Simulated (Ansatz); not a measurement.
## InP: geometry relaxation

InP (F-43m, 2 atoms in the cell), computed with DFT PBEsol, scalar-relativistic, plane waves, PAW, no spin polarisation (Ansatz 0.2.0).

The structure derives from an entry of the Crystallography Open Database. Figures and captions count atoms from 1; the log counts them from 0 in places.

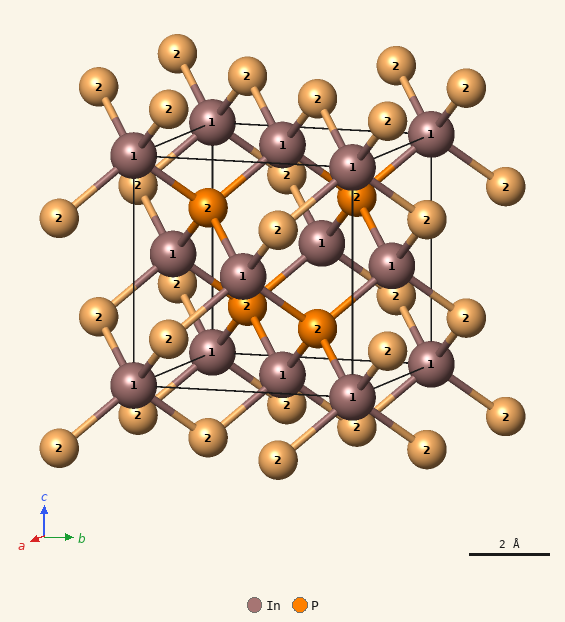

The input geometry (ball-and-stick view of the cell 4 times as large as that of the calculation, set on its symmetry axes, seen slightly off an axis; neighbours outside the cell are drawn fainter; atoms are numbered from 1 in the order of the input). An atom can appear more than once, as a periodic image. Near neighbours in the periodic cell (some may lie outside the picture): In has 4 P at 2.55 Å; P has 4 In at 2.55 Å.

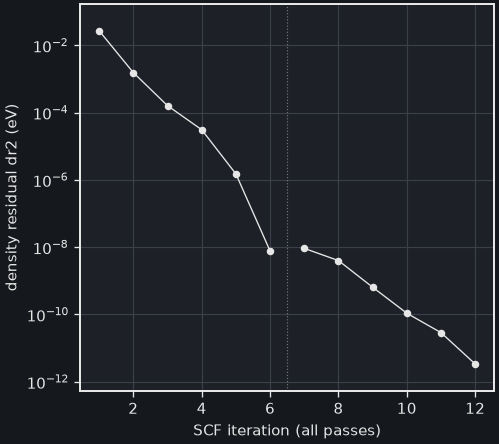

Convergence of the self-consistent field: density residual dr2 against the SCF iteration. The dotted lines part the SCF passes of the relaxation: geometry steps, rejected trials and re-solves on a re-selected basis. The passes take 6 and 6 iterations.

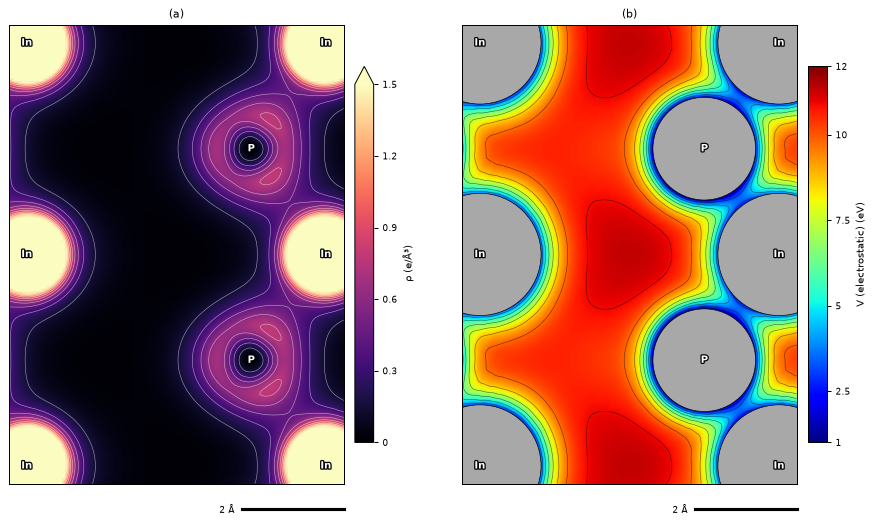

(a) valence electron density; (b) electrostatic potential (local pseudopotential plus Hartree) felt by an electron on the (110) plane of the conventional cell. Grey discs, where drawn, cover atomic cores. Atoms in the plane: In and P. In–P (2.55 Å): ρ is about 0.45 e/Å³ halfway. Away from the nuclei the density in this plane falls to 0.01 e/Å³ at its lowest. Outside the cores the potential energy rises away from the atoms and is highest about 2.5 Å from the nearest atoms; outside the discs it spans about 10 eV, and its zero is arbitrary. In a PAW calculation such maps are meaningful between the atoms, not at the nuclei.

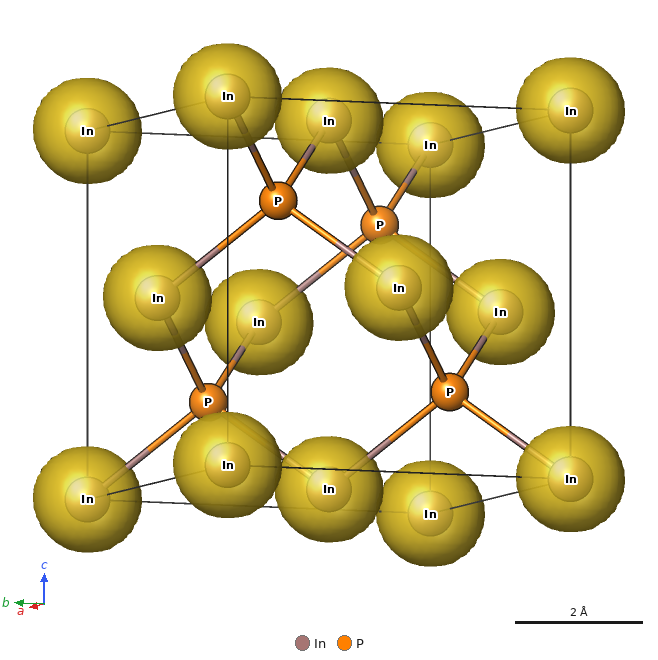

Isosurface of the valence electron density at 1 e/Å³ (yellow), seen at an oblique angle. Sticks mark near contacts. The outline is the cell set on symmetry axes. At this value the density breaks into separate islands; it holds about 45 % of the electrons treated as valence (semicore included). It is pinched off along the In–P (2.55 Å) contacts. On the grid the lowest density along these lines, outside the cores, is 0.45 e/Å³ (In–P, 2.55 Å).

The input that produced these results follows, with the program's output.

**The input**
```yaml
crystal:
  lattice:
    - [0.0, 2.9390910365, 2.9390910365]
    - [2.9390910365, 0.0, 2.9390910365]
    - [2.9390910365, 2.9390910365, 0.0]
  atoms:
    - { symbol: In, position: [0.0, 0.0, 0.0] }
    - { symbol: P, position: [0.75, 0.75, 0.75] }
basis:
  ecutwfc: 420
kpoints:
  mp_grid: { grid: [10, 10, 10] }
hamiltonian:
  xc: pbesol
scf:
  occupations: { method: gaussian, width: 0.02 }
output:
  forces: true
  stress: true
  eigenvalues: true
  write_density: true
  write_potential: true
  elf: true
  volumetric_format: npy
relax:
  adjacent_minimum: "off"
  f_tol: 0.005
  max_steps: 80
  cell: { stress_tol: 0.05 }
```

Launch command:
```bash
ansatz run input.yaml --threads 4 --pin off --max-ram 10240MiB --backend cpu --events-out ev --progress --plain --runs-dir out
```

**What the program printed**
```
Engine: ansatz 0.2.0, x86_64-unknown-linux-gnu
Pseudopotentials: kind: paw
Pseudopotential: In, paw, valence charge 13, recommended cutoff 420 eV (normal), In.paw.azcp
Pseudopotential: P, paw, valence charge 5, recommended cutoff 420 eV (normal), P.paw.azcp
Functional definition: PBEsol
  exchange = pbesol_x
  correlation = pbesol_c
Crystal: 2 atoms, lattice volume = 50.777 Å³
Basis set: ecut = 420 eV, 965 PW (Γ), exchange–correlation on 60×60×60 points (8 copies of the dense FFT grid, shifted against one another)
Bands: 13, of which v1, the nominal top of the filled ones, is band 9 counted from 1 (8 counted from 0)
Symmetry: 24 space group operations
Space group: F-43m (ITA 216), of the structure as read, at distance tolerance 3.7e-5 Å
k-points: 47 of 1000 (time reversal used)
Non-local potential: In, projectors of the file, l = 0: 2, l = 1: 2, l = 2: 2, l = 3: 2
Non-local potential: P, projectors of the file, l = 0: 2, l = 1: 2, l = 2: 2
PAW form: soft (Blöchl's): semilocal exchange-correlation on the pseudo side does not see the compensation charge
PAW frozen core: In, regenerated for the run's functional, and the local potential with it (the file was generated under x = pbe(κ = 0.804, μ = 0.2195149727645171), c = pbe(β = 0.06672455060314922))
PAW frozen core: P, regenerated for the run's functional, and the local potential with it (the file was generated under x = pbe(κ = 0.804, μ = 0.2195149727645171), c = pbe(β = 0.06672455060314922))
PAW one-centre angular grid: In, 590 points (default); XC on 64 Gauss nodes
PAW one-centre angular grid: P, 110 points (default); XC on 64 Gauss nodes
Initial density: superposition of atomic densities (neutral atoms: chi_scale 0, normalization atom), corrected by the library's trained network
Initial wavefunctions: pseudopotential atomic-orbital guess
Functional: x = pbesol(κ = 0.804, μ = 0.12345679012345678), c = pbesol(β = 0.046)
SCF iter   1: F=—  HF=-6265.876873 eV  |F-HF|=—  |Δ(HF+E_count)|=         —  Δρ=5.44e-3  dr2=2.69e-2  ethr=1.77e-3  ⟨swp⟩=6.7  Hψ=4247  notcnv=0
preconditioner: auto → none  [insulator: Δε(μ)=0.525 eV  Ē_g=14.593 eV  σ=0.020 eV  W_gap=1.00  n_scr=14 (ndim 8)  ℏωp=22.1 eV  f_vac=0.021  D(μ)=0.00/eV (n_scr^D=0)  ε∞_Penn≈3.3]
SCF iter   2: F=—  HF=-6265.867335 eV  |F-HF|=—  |Δ(HF+E_count)|=   9.54e-3  Δρ=1.81e-3  dr2=1.54e-3  ethr=1.49e-4  ⟨swp⟩=3.0  Hψ=1402  notcnv=0
SCF iter   3: F=—  HF=-6265.866959 eV  |F-HF|=—  |Δ(HF+E_count)|=   3.76e-4  Δρ=5.14e-4  dr2=1.60e-4  ethr=8.54e-6  ⟨swp⟩=2.0  Hψ=1223  notcnv=0
SCF iter   4: F=—  HF=-6265.866978 eV  |F-HF|=—  |Δ(HF+E_count)|=   1.85e-5  Δρ=2.45e-4  dr2=3.08e-5  ethr=8.91e-7  ⟨swp⟩=2.0  Hψ=713  notcnv=0
SCF iter   5: F=—  HF=-6265.866989 eV  |F-HF|=—  |Δ(HF+E_count)|=   1.13e-5  Δρ=4.53e-5  dr2=1.50e-6  ethr=1.71e-7  ⟨swp⟩=2.2  Hψ=746  notcnv=0
SCF iter   6: F=-6265.866989 eV  HF=-6265.866989 eV  |F-HF|=3.56e-9  |Δ(HF+E_count)|=   2.88e-7  Δρ=4.34e-6  dr2=7.68e-9  ethr=5.56e-10  ⟨swp⟩=9.9  Hψ=5000  notcnv=0
SCF 1 converged in 6 iterations: F = -6265.866989 eV  dr2 = 7.68e-9
  greatest PAW one-centre occupation: 0.981 electrons in one spin orbital (limit 2), on the In atom at site 0 (counted from 0), in its partial waves of l = 2
relax step   1: F+E_penalty+E_count = -6265.86698929 eV  Δ(F+E_penalty+E_count) = +0.000e0 eV  max|allowed force component| = 2.683e-16 eV/Å  Δτ_max = 0.0000 Å  P = +0.007 GPa  Ω = 50.777 Å³  (6 SCF iters, dr2 threshold 1.00e-7 eV, accepted)
Initial density: handed on by an earlier stage of this run
Initial wavefunctions: pseudopotential atomic-orbital guess (no wavefunctions were taken with the density)
iter 1 solved again at ethr=1.23e-6 eV; its pass at ethr=3.10e-3 eV (dr2=2.21e-4 eV) is discarded
SCF iter   1: F=—  HF=-6265.866989 eV  |F-HF|=—  |Δ(HF+E_count)|=         —  Δρ=5.11e-6  dr2=9.15e-9  ethr=1.23e-6  ⟨swp⟩=3.2  Hψ=5762  notcnv=0
eigensolver tolerance schedule: the retry pair's looser diagonalisation over-reported the residual by 24157.07 of it (diagonalisation noise at an unbounded share of the residual, at the tolerance the schedule requests for it); recorded, not acted on — ethr = c·dr2/N_el stays at c = 1.0e-1
preconditioner: auto → none  [insulator: Δε(μ)=0.570 eV  Ē_g=14.605 eV  σ=0.020 eV  W_gap=1.00  n_scr=14 (ndim 8)  ℏωp=22.1 eV  f_vac=0.010  D(μ)=0.00/eV (n_scr^D=0)  ε∞_Penn≈3.3]
SCF iter   2: F=—  HF=-6265.866989 eV  |F-HF|=—  |Δ(HF+E_count)|=   1.91e-7  Δρ=3.29e-6  dr2=3.97e-9  ethr=5.08e-11  ⟨swp⟩=3.7  Hψ=1470  notcnv=0
SCF iter   3: F=—  HF=-6265.866989 eV  |F-HF|=—  |Δ(HF+E_count)|=  1.43e-10  Δρ=1.18e-6  dr2=6.41e-10  ethr=2.20e-11  ⟨swp⟩=2.1  Hψ=972  notcnv=0
SCF iter   4: F=—  HF=-6265.866989 eV  |F-HF|=—  |Δ(HF+E_count)|=  4.09e-10  Δρ=5.75e-7  dr2=1.08e-10  ethr=3.56e-12  ⟨swp⟩=2.8  Hψ=1038  notcnv=0
SCF iter   5: F=—  HF=-6265.866989 eV  |F-HF|=—  |Δ(HF+E_count)|=  4.55e-12  Δρ=3.22e-7  dr2=2.86e-11  ethr=1.00e-12  ⟨swp⟩=2.1  Hψ=772  notcnv=0
SCF iter   6: F=-6265.866989 eV  HF=-6265.866989 eV  |F-HF|=6.37e-12  |Δ(HF+E_count)|=  1.00e-11  Δρ=1.25e-7  dr2=3.34e-12  ethr=1.00e-12  ⟨swp⟩=7.0  Hψ=3339  notcnv=0
SCF 2 converged in 6 iterations: F = -6265.866989 eV  dr2 = 3.34e-12
relax step   2: F+E_penalty+E_count = -6265.86698930 eV  Δ(F+E_penalty+E_count) = -8.340e-10 eV  max|allowed force component| = 2.776e-16 eV/Å  Δτ_max = 0.0000 Å  P = +0.007 GPa  Ω = 50.777 Å³  stress off target by 6.78e-3 GPa  SCF on the basis re-selected at this cell (its energy is not comparable with the rows above)  (6 SCF iters)
basis re-selected at this cell: Δ(F+E_penalty+E_count) = -8.340e-10 eV, ΔP = +0.000 GPa vs the last step (what re-selecting the basis moved, of the pressure what is left beyond the Pulay correction that the steps carried, after the strain that the cell walked since its last selection, with what the two solves' SCF thresholds leave and, on support functions, any second-order correction that the steps lacked; it is no measure of the basis error at this ecutwfc). This SCF's stress stands 6.78e-3 GPa from its target on what of the cell is left free (relax.cell.stress_tol is 5.00e-2 GPa) and its largest allowed force component is 2.78e-16 eV/Å (relax.f_tol is 5.00e-3 eV/Å): within both
SCF converged after 6 iterations
Free energy (F): -6265.866989 eV
Harris-Foulkes:  -6265.866989 eV  (|F-HF|=6.37e-12)
Internal energy: -6265.866989 eV  (E = F + TS)
E sigma→0 (E₀):  -6265.866989 eV
Fermi energy:    7.066759 eV
--- Per-component energies (eV) ---
  E_band       = -55.527693
  E_kinetic    = 313.355376
  E_local      = -1404.321638  (includes V_loc(G=0)·N_el)
  E_nonlocal   = 402.764256
  E_hartree    = 552.259076
  E_xc         = -274.038624
  E_vxc        = -160.070400  (∫ρ·V_xc dr)
  E_paw        = -4639.027337  (= ΣΔE_a)
  E_vpaw       = -311.773532  (= ΣTr[D̂ρ^β])
  E_aug_tail   = 0.000029  (compensation charges beyond the density's cutoff)
  E_ewald      = -1217.140126
  E_core_change = 0.281999  (= ΣΔE_core)
  E_smearing   = -0.000000  (= −TS)
  E_closure    = 0.000000  (closes the sum)
  Σ components = -6265.866989   (vs F -6265.866989, Δ=0.00e0)
--- Forces (eV/Å), atoms counted from 1 ---
  atom   1  In    -0.00000000     0.00000000     0.00000000
  atom   2  P      0.00000000     0.00000000    -0.00000000
  max |Σ_I F_I| component: 1.11e-16 eV/Å
--- Stress (GPa, compression-positive) ---
        0.006775      -0.000000      -0.000000
       -0.000000       0.006775       0.000000
       -0.000000       0.000000       0.006775
  P = ⅓ Tr σ = 0.0068 GPa (0.068 kbar)
--- Band table (eV; the first three rows and the last of 47) ---
  k-point 0: bands = ["-7.3589", "-7.3589", "-7.3589", "-7.2079", "-7.2079", "-4.7035", "6.7815", "6.7815", "6.7815", "7.3512", "10.7941", "10.7941", "10.7941"]
  k-point 1: bands = ["-7.3712", "-7.3541", "-7.3541", "-7.2079", "-7.2079", "-4.5892", "5.5863", "6.6569", "6.6569", "8.1740", "10.8491", "10.9812", "10.9812"]
  k-point 2: bands = ["-7.4020", "-7.3424", "-7.3424", "-7.2069", "-7.2069", "-4.2608", "4.0572", "6.3747", "6.3747", "8.5037", "11.3549", "11.3549", "11.4556"]
  k-point 46: bands = ["-7.5119", "-7.2953", "-7.2640", "-7.2319", "-7.1903", "-2.2597", "1.1429", "3.8743", "3.9063", "10.4696", "10.7354", "12.8142", "13.2443"]
--- Relaxed structure (1 steps of the walk, 1 accepted, 1 SCFs on fresh bases) ---
  F+E_penalty+E_count = -6265.86698930 eV   max|allowed force component| = 2.776e-16 eV/Å   (the final SCF, on the basis selected at the relaxed cell)
  cell:  # Å, volume = 50.7772 Å³
    - [0.0, 2.9390910365, 2.9390910365]
    - [2.9390910365, 0.0, 2.9390910365]
    - [2.9390910365, 2.9390910365, 0.0]
  atoms:
    - { symbol: In, position: [0.0, 0.0, 0.0] }
    - { symbol: P, position: [0.7500000000000001, 0.7500000000000001, 0.7500000000000001] }
```

**Trajectory as extended XYZ (Å, eV, eV/Å), 2 frames, from step=1 to step=2**
```
2
Lattice="0.0000 2.9391 2.9391 2.9391 0.0000 2.9391 2.9391 2.9391 0.0000" Properties=species:S:1:pos:R:3:forces:R:3 step=1 energy=-6265.86699 pressure_GPa=0.01
In    0.0000    0.0000    0.0000    0.0000   0.0000   0.0000
P     4.4086    4.4086    4.4086    0.0000   0.0000   0.0000
2
Lattice="0.0000 2.9391 2.9391 2.9391 0.0000 2.9391 2.9391 2.9391 0.0000" Properties=species:S:1:pos:R:3:forces:R:3 step=2 energy=-6265.86699 pressure_GPa=0.01
In    0.0000    0.0000    0.0000    0.0000   0.0000   0.0000
P     4.4086    4.4086    4.4086    0.0000   0.0000   0.0000
```

**Summary**

- outcome: converged
- space group (tolerance 0.01 Å): F-43m (216)
- electrons treated: 18
- free energy: −6265.8670 eV
- Fermi energy: 7.067 eV
- gap on the k-point mesh: 0.57 eV
- pressure: 0.01 GPa
- final volume: 50.78 Å³
- largest force (length of the vector) at the end: under 0.001 eV/Å
- final cell: a = 4.157 Å, b = 4.157 Å, c = 4.157 Å, α = 60.00°, β = 60.00°, γ = 60.00°
- hardware: 4 threads of Intel Xeon (Granite Rapids), 32 GiB of memory available, shared host
- wall time: 1.2 s (CPU time 4 s)
- peak memory: 0.43 GiB
